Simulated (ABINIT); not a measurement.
Run report: SnO, optical-spectrum calculation (part 2 of 2)

Continued. System: SnO (P4/nmm, 4 atoms in the cell). Method: Kohn-Sham DFT of a periodic cell, PBEsol, PseudoDojo NC SR PBEsol v0.4.1 standard, no spin polarisation (ABINIT 10.8.3); cutoff 979.61 eV, 8×8×8 k-mesh, fixed occupations. The structure derives from a Materials Project entry.

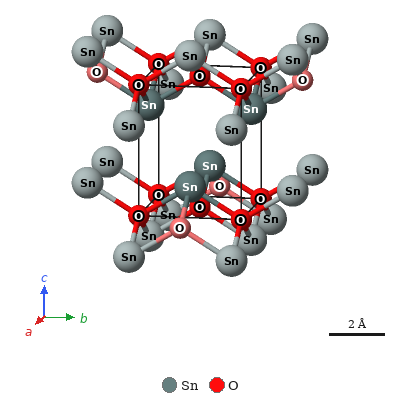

**Figure 1.** The structure (ball-and-stick view of the cell of the calculation, seen slightly off an axis; neighbours outside the cell are drawn fainter). An atom can appear more than once, as a periodic image.

Output, continued:
```
 Mean square residual over all n,k,spin=   34.269E-18; max=  13.246E-15
 reduced coordinates (array xred) for    4 atoms
       0.500000000000      0.000000000000      0.764626140000
       0.000000000000      0.500000000000      0.235373860000
       0.000000000000      0.000000000000      0.000000000000
       0.500000000000      0.500000000000      0.000000000000
 rms dE/dt=  1.1405E-02; max dE/dt=  2.7937E-02; dE/dt below (all hartree)
    1       0.000000000000      0.000000000000      0.027937391780
    2       0.000000000000      0.000000000000     -0.027937391780
    3       0.000000000000      0.000000000000      0.000000000000
    4       0.000000000000      0.000000000000      0.000000000000

 cartesian coordinates (angstrom) at end:
    1      1.90684760870785     0.00000000000000     3.73666165056225
    2      0.00000000000000     1.90684760870785     1.15025164612710
    3      0.00000000000000     0.00000000000000     0.00000000000000
    4      1.90684760870785     1.90684760870785     0.00000000000000

 cartesian forces (hartree/bohr) at end:
    1     -0.00000000000000    -0.00000000000000    -0.00302518791605
    2     -0.00000000000000    -0.00000000000000     0.00302518791605
    3     -0.00000000000000    -0.00000000000000    -0.00000000000000
    4     -0.00000000000000    -0.00000000000000    -0.00000000000000
 frms,max,avg= 1.2350278E-03 3.0251879E-03   0.000E+00  0.000E+00  0.000E+00 h/b

 cartesian forces (eV/Angstrom) at end:
    1     -0.00000000000000    -0.00000000000000    -0.15556141725341
    2     -0.00000000000000    -0.00000000000000     0.15556141725341
    3     -0.00000000000000    -0.00000000000000    -0.00000000000000
    4     -0.00000000000000    -0.00000000000000    -0.00000000000000
 frms,max,avg= 6.3507683E-02 1.5556142E-01   0.000E+00  0.000E+00  0.000E+00 e/A
 length scales=  1.000000000000  1.000000000000  1.000000000000 bohr
              =  0.529177210544  0.529177210544  0.529177210544 angstroms
 Fermi (or HOMO) energy (hartree) =   0.19913   Average Vxc (hartree)=  -0.38978
 Eigenvalues (hartree) for nkpt=  40  k points:
 kpt#   1, nband= 20, wtk=  0.01563, kpt=  0.0625  0.0625  0.0625 (reduced coord)
  -0.60431   -0.58907   -0.58891   -0.58851   -0.58711   -0.58707   -0.58637   -0.58506
  -0.58454   -0.58444   -0.53511   -0.43998   -0.08811   -0.03813   -0.02819   -0.02518
   0.06946    0.07702    0.08704    0.19913
 prteigrs : prtvol=0 or 1, do not print more k-points.

--- !EnergyTerms
iteration_state     : {dtset: 1, }
comment             : Components of total free energy in Hartree
kinetic             :  1.16219492143030E+02
hartree             :  4.88218102678804E+01
xc                  : -5.19115636611147E+01
Ewald energy        : -1.17059765197546E+02
psp_core            :  6.45054860593354E+00
local_psp           : -1.43029077524350E+02
non_local_psp       : -4.97492194920032E+01
total_energy        : -1.90257774858170E+02
total_energy_eV     : -5.17717779796656E+03
band_energy         : -1.33223882445853E+01
...

 Cartesian components of stress tensor (hartree/bohr^3)
  sigma(1 1)=  1.13447716E-05  sigma(3 2)=  0.00000000E+00
  sigma(2 2)=  1.13447716E-05  sigma(3 1)=  0.00000000E+00
  sigma(3 3)=  2.63018525E-05  sigma(2 1)=  0.00000000E+00

-Cartesian components of stress tensor (GPa)         [Pressure= -4.8046E-01 GPa]
- sigma(1 1)=  3.33774703E-01  sigma(3 2)=  0.00000000E+00
- sigma(2 2)=  3.33774703E-01  sigma(3 1)=  0.00000000E+00
- sigma(3 3)=  7.73827216E-01  sigma(2 1)=  0.00000000E+00

================================================================================
== DATASET  2 ==================================================================

--- !DatasetInfo
iteration_state: {dtset: 2, }
dimensions: {natom: 4, nkpt: 40, mband: 32, nsppol: 1, nspinor: 1, nspden: 1, mpw: 4970, }
cutoff_energies: {ecut:  36.0, pawecutdg:  -1.0, }
electrons: {nelect:   4.00000000E+01, charge:   0.00000000E+00, occopt:   1.00000000E+00, tsmear:   1.00000000E-02, }
meta: {optdriver: 0, ionmov: 0, optcell: 0, iscf: -2, paral_kgb: 0, }
...

 mkfilename : getden/=0, take file _DEN from output of DATASET   1.

 Real(R)+Recip(G) space primitive vectors, cartesian coordinates (Bohr,Bohr^-1):
 R(1)=  7.2068395  0.0000000  0.0000000  G(1)=  0.1387571  0.0000000  0.0000000
 R(2)=  0.0000000  7.2068395  0.0000000  G(2)=  0.0000000  0.1387571  0.0000000
 R(3)=  0.0000000  0.0000000  9.2349277  G(3)=  0.0000000  0.0000000  0.1082846
 Unit cell volume ucvol=  4.7964862E+02 bohr^3
 Angles (23,13,12)=  9.00000000E+01  9.00000000E+01  9.00000000E+01 degrees

 getcut: wavevector=  0.0000  0.0000  0.0000  ngfft=  40  40  50
         ecut(hartree)=     36.000   => boxcut(ratio)=   2.00456
--------------------------------------------------------------------------------

================================================================================
 Non-SCF case, kpt    1 (  0.06250  0.06250  0.06250), residuals and eigenvalues=
  6.49E-13  5.07E-13  3.22E-13  7.36E-13  4.82E-13  3.11E-13  5.42E-13  3.67E-13
  3.94E-13  3.79E-13  6.96E-13  1.91E-13  2.45E-13  3.08E-13  2.74E-13  5.23E-13
  4.29E-13  4.96E-13  3.71E-13  7.30E-13  1.54E-13  7.26E-13  6.92E-13  2.69E-13
  3.24E-13  6.48E-13  1.96E-13  3.02E-13  3.47E-11  1.89E-08  1.50E-06  2.53E-04
 -6.0431E-01 -5.8907E-01 -5.8891E-01 -5.8851E-01 -5.8711E-01 -5.8707E-01
 -5.8637E-01 -5.8506E-01 -5.8454E-01 -5.8444E-01 -5.3511E-01 -4.3998E-01
 -8.8114E-02 -3.8130E-02 -2.8192E-02 -2.5175E-02  6.9463E-02  7.7015E-02
  8.7040E-02  1.9913E-01  2.8040E-01  3.4614E-01  3.5406E-01  3.7312E-01
  4.0572E-01  4.1368E-01  4.5911E-01  4.8559E-01  6.0793E-01  6.4665E-01
  7.1873E-01  7.5921E-01
 prteigrs : prtvol=0 or 1, do not print more k-points.

--- !ResultsGS
iteration_state: {dtset: 2, }
comment   : Summary of ground state results
lattice_vectors:
- [  7.2068395,   0.0000000,   0.0000000, ]
- [  0.0000000,   7.2068395,   0.0000000, ]
- [  0.0000000,   0.0000000,   9.2349277, ]
lattice_lengths: [   7.20684,    7.20684,    9.23493, ]
lattice_angles: [ 90.000,  90.000,  90.000, ] # degrees, (23, 13, 12)
lattice_volume:   4.7964862E+02
convergence: {deltae:  0.000E+00, res2:  0.000E+00, residm:  9.993E-13, diffor:  0.000E+00, }
etotal    :  -1.90257775E+02
entropy   :   0.00000000E+00
fermie    :   1.99131841E-01
cartesian_stress_tensor: null
pressure_GPa: null
xred      :
- [  5.0000E-01,   0.0000E+00,   7.6463E-01, Sn]
- [  0.0000E+00,   5.0000E-01,   2.3537E-01, Sn]
- [  0.0000E+00,   0.0000E+00,   0.0000E+00,  O]
- [  5.0000E-01,   5.0000E-01,   0.0000E+00,  O]
cartesian_forces: null
force_length_stats: {min: null, max: null, mean: null, }
...

 Integrated electronic density in atomic spheres:
 ------------------------------------------------
 Atom  Sphere_radius  Integrated_density
    1        2.00000         10.51025643
    2        2.00000         10.51025643
    3        2.00000          6.18352907
    4        2.00000          6.18352907
================================================================================

 ----iterations are completed or convergence reached----

 Mean square residual over all n,k,spin=   49.651E-14; max=  99.927E-14
 reduced coordinates (array xred) for    4 atoms
       0.500000000000      0.000000000000      0.764626140000
       0.000000000000      0.500000000000      0.235373860000
       0.000000000000      0.000000000000      0.000000000000
       0.500000000000      0.500000000000      0.000000000000

 cartesian coordinates (angstrom) at end:
    1      1.90684760870785     0.00000000000000     3.73666165056225
    2      0.00000000000000     1.90684760870785     1.15025164612710
    3      0.00000000000000     0.00000000000000     0.00000000000000
    4      1.90684760870785     1.90684760870785     0.00000000000000
 length scales=  1.000000000000  1.000000000000  1.000000000000 bohr
              =  0.529177210544  0.529177210544  0.529177210544 angstroms
 Eigenvalues (hartree) for nkpt=  40  k points:
 kpt#   1, nband= 32, wtk=  0.01563, kpt=  0.0625  0.0625  0.0625 (reduced coord)
  -0.60431   -0.58907   -0.58891   -0.58851   -0.58711   -0.58707   -0.58637   -0.58506
  -0.58454   -0.58444   -0.53511   -0.43998   -0.08811   -0.03813   -0.02819   -0.02518
   0.06946    0.07702    0.08704    0.19913    0.28040    0.34614    0.35406    0.37312
   0.40572    0.41368    0.45911    0.48559    0.60793    0.64665    0.71873    0.75921
 prteigrs : prtvol=0 or 1, do not print more k-points.

================================================================================
== DATASET  3 ==================================================================

--- !DatasetInfo
iteration_state: {dtset: 3, }
dimensions: {natom: 4, nkpt: 40, mband: 28, nsppol: 1, nspinor: 1, nspden: 1, mpw: 4970, }
cutoff_energies: {ecut:  36.0, pawecutdg:  -1.0, }
electrons: {nelect:   4.00000000E+01, charge:   0.00000000E+00, occopt:   1.00000000E+00, tsmear:   1.00000000E-02, }
meta: {optdriver: 8, wfk_task: 7, }
...

 mkfilename : getwfk/=0, take file _WFK from output of DATASET   2.

--------------------------------------------------------------------------------

 Computation of velocity matrix elements (DDK)

 Parameters extracted from the Abinit header:
    ecut:     36.0
    nkpt:    512
    mband:   32
    nsppol:  1
    nspinor: 1
    useylm:  0
    inclvkb: 2
    bmin: 1, bmax: 32
    Computing diagonal and off-diagonal matrix elements
    Between band index bmin: 1, bmax: 32

== END DATASET(S) ==============================================================
================================================================================

 -outvars: echo values of variables after computation  --------
            acell      1.0000000000E+00  1.0000000000E+00  1.0000000000E+00 Bohr
           etotal1    -1.9025777486E+02
           etotal3     0.0000000000E+00
            fcart1    -0.0000000000E+00 -0.0000000000E+00 -3.0251879161E-03
                      -0.0000000000E+00 -0.0000000000E+00  3.0251879161E-03
                      -0.0000000000E+00 -0.0000000000E+00 -0.0000000000E+00
                      -0.0000000000E+00 -0.0000000000E+00 -0.0000000000E+00
            fcart3     0.0000000000E+00  0.0000000000E+00  0.0000000000E+00
                       0.0000000000E+00  0.0000000000E+00  0.0000000000E+00
                       0.0000000000E+00  0.0000000000E+00  0.0000000000E+00
                       0.0000000000E+00  0.0000000000E+00  0.0000000000E+00
            rprim      7.2068394886E+00  0.0000000000E+00  0.0000000000E+00
                       0.0000000000E+00  7.2068394886E+00  0.0000000000E+00
                       0.0000000000E+00  0.0000000000E+00  9.2349277318E+00
           strten1     1.1344771571E-05  1.1344771571E-05  2.6301852472E-05
                       0.0000000000E+00  0.0000000000E+00  0.0000000000E+00
           strten3     0.0000000000E+00  0.0000000000E+00  0.0000000000E+00
                       0.0000000000E+00  0.0000000000E+00  0.0000000000E+00
           xangst      1.9068476087E+00  0.0000000000E+00  3.7366616506E+00
                       0.0000000000E+00  1.9068476087E+00  1.1502516461E+00
                       0.0000000000E+00  0.0000000000E+00  0.0000000000E+00
                       1.9068476087E+00  1.9068476087E+00  0.0000000000E+00
             xred      5.0000000000E-01  0.0000000000E+00  7.6462614000E-01
                       0.0000000000E+00  5.0000000000E-01  2.3537386000E-01
                       0.0000000000E+00  0.0000000000E+00  0.0000000000E+00
                       5.0000000000E-01  5.0000000000E-01  0.0000000000E+00
 Calculation completed.
```

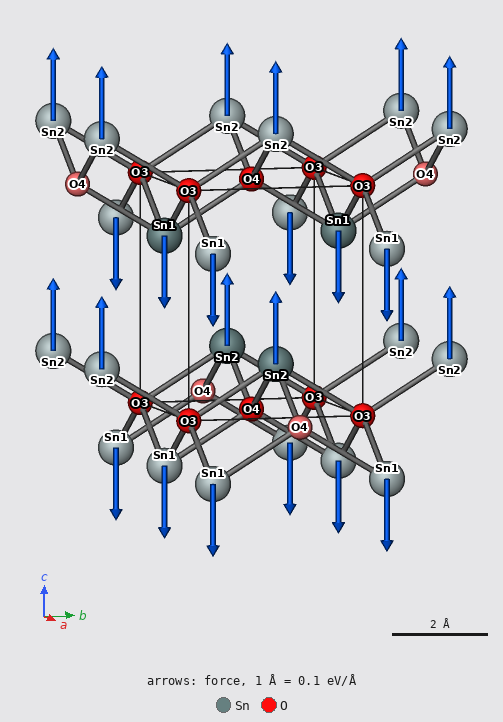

**Figure 2.** Forces on the atoms as blue arrows (ball-and-stick view of the cell of the calculation, seen slightly off an axis; neighbours outside the cell are drawn fainter; atoms are numbered from 1 in the order of the input). The largest act on Sn1, Sn2 (0.16 eV/Å). The geometry is not a stationary point of this energy.

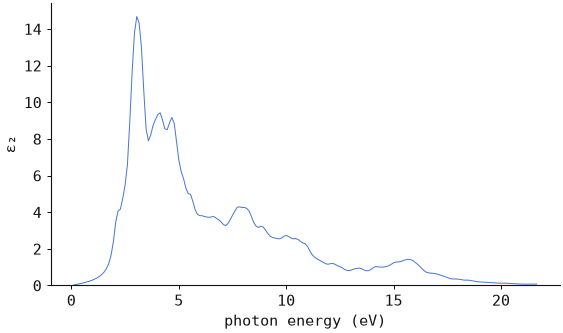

**Figure 3.** Imaginary part of the dielectric function (first component that the program prints). The highest peak, 14.7, lies at 3.05 eV.

This output came from the following input.

Input:
```
ndtset 3

pp_dirpath "./"
pseudos "Sn.upf, O.upf"

acell 3*1.0
rprim
     7.2068394886     0.0000000000     0.0000000000
     0.0000000000     7.2068394886     0.0000000000
     0.0000000000     0.0000000000     9.2349277318
ntypat 2
znucl 50 8
natom 4
typat 1 1 2 2
xred
            1/2            0.0   0.7646261400
            0.0            1/2   0.2353738600
            0.0            0.0            0.0
            1/2            1/2            0.0

ecut 36.0

ngkpt 8 8 8
nshiftk 1
shiftk 0.5 0.5 0.5
istwfk *1

ixc -116133

occopt 1

nstep 80
diemac 6.0

iomode 3
prteig 0
prtebands 0

nband1 20
tolvrs1 1.0e-12
prtden1 1
prtwf1 0
kptopt1 1

iscf2 -2
getden2 1
nband2 32
nbdbuf2 4
tolwfr2 1.0e-12
nstep2 120
prtden2 0
kptopt2 1

optdriver3 8
wfk_task3 "wfk_optics_fullbz"
getwfk3 2
nband3 28
kptopt3 1
prtevk3 1
inclvkb3 2
```

File optic.abi:
```
&FILES
 ddkfile_1 = 'runo_DS3_1_EVK.nc',
 ddkfile_2 = 'runo_DS3_2_EVK.nc',
 ddkfile_3 = 'runo_DS3_3_EVK.nc',
 wfkfile = 'runo_DS3_WFK.nc'
/
&PARAMETERS
 broadening = 0.007350,
 domega = 0.002,
 maxomega = 0.8,
 scissor = 0.000000,
 tolerance = 0.002
/
&COMPUTATIONS
 num_lin_comp = 2,
 lin_comp = 11,33,
 num_nonlin_comp = 0
/
```

Launched with:
```bash
abinit run.abi > log 2>&1
optic optic.abi > optic.log 2>&1
```

Summary:

| quantity | value |
| --- | --- |
| outcome | converged |
| space group (tolerance 0.01 Å) | P4/nmm (129) |
| electrons treated | 40 |
| free energy | −5177.1778 eV |
| Fermi energy | 5.419 eV |
| pressure | −0.48 GPa |
| largest force (length of the vector) | 0.156 eV/Å |
| hardware | 1 thread of Arm Neoverse V1, 112 GiB of memory available, shared host |
| wall time | 6.8 min |
| peak memory | 1.4 GiB |

Points of doubt noted for this run: cutoff too low for stress.
